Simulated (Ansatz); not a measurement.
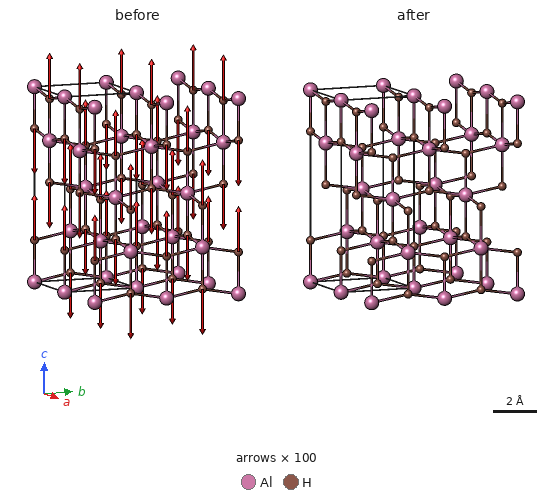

The structure of crystalline AlH₂ (built on the anatase_141 type) before (left) and after (right) a relaxation, at one scale. The red arrows give the displacements (the part carried along by the change of the cell is left out), magnified 100 times.

A ball-and-stick model of the conventional cell (2 times the calculation's cell), repeated 2 × 2 × 1 with one cell outlined, seen slightly off an axis. Lengths and directions refer to the drawn axes.

Case: anatase type (I4_1/amd, No. 141).

Method: DFT PBE, scalar-relativistic, plane waves, PAW in Ansatz.

The input:
```yaml
crystal:
  lattice:
    - [-1.8412811664, 1.8412811664, 4.6621599632]
    - [1.8412811664, -1.8412811664, 4.6621599632]
    - [1.8412811664, 1.8412811664, -4.6621599632]
  atoms:
    - { symbol: Al, position: [0.0, 0.0, 0.0] }
    - { symbol: Al, position: [0.75, 0.25, 0.5] }
    - { symbol: H, position: [0.2141401989, 0.2141401989, 0.0] }
    - { symbol: H, position: [0.9641401989, 0.4641401989, 0.5] }
    - { symbol: H, position: [0.5358598011, 0.0358598011, 0.5] }
    - { symbol: H, position: [0.7858598011, 0.7858598011, 0.0] }
basis:
  ecutwfc: 420
kpoints:
  mp_grid: { grid: [14, 14, 14] }
hamiltonian:
  xc: pbe
scf:
  occupations: { method: gaussian, width: 0.1 }
output:
  forces: true
  stress: true
  eigenvalues: true
relax:
  adjacent_minimum: "off"
  f_tol: 0.01
  max_steps: 80
  cell: { stress_tol: 0.05 }
```

Command:
```bash
ansatz run input.yaml --threads 1 --pin off --max-ram 2560MiB --backend cpu --events-out ev --progress --plain --runs-dir out
```

### What changed between the two?

After 3 accepted moves (4 points after the start) the energy has fallen by 0.8 meV per atom. Largest force component: 0.014 eV/Å at the start, 0.0023 eV/Å at the end. The pressure goes from 0.48 to 0.00 GPa. At 1 point the geometry stayed and the basis and grid were re-selected for the new cell (energy shift of 0.2 meV per atom at most each time). The largest moves relative to the cell, 0.022 Å, are those of H3, H4, H5 and H6. H5 goes along −c. Al stays in place. The drawn cell changes as follows: a = b 3.683 → 3.736 Å (+1.5 %), c 9.324 → 9.173 Å (−1.6 %); the volume changes by +1.3 %. Some distances before and after: Al1–H4 1.871 → 1.893 Å, Al1–H3 1.997 → 1.986 Å. The space group stays I4_1/amd (No. 141).
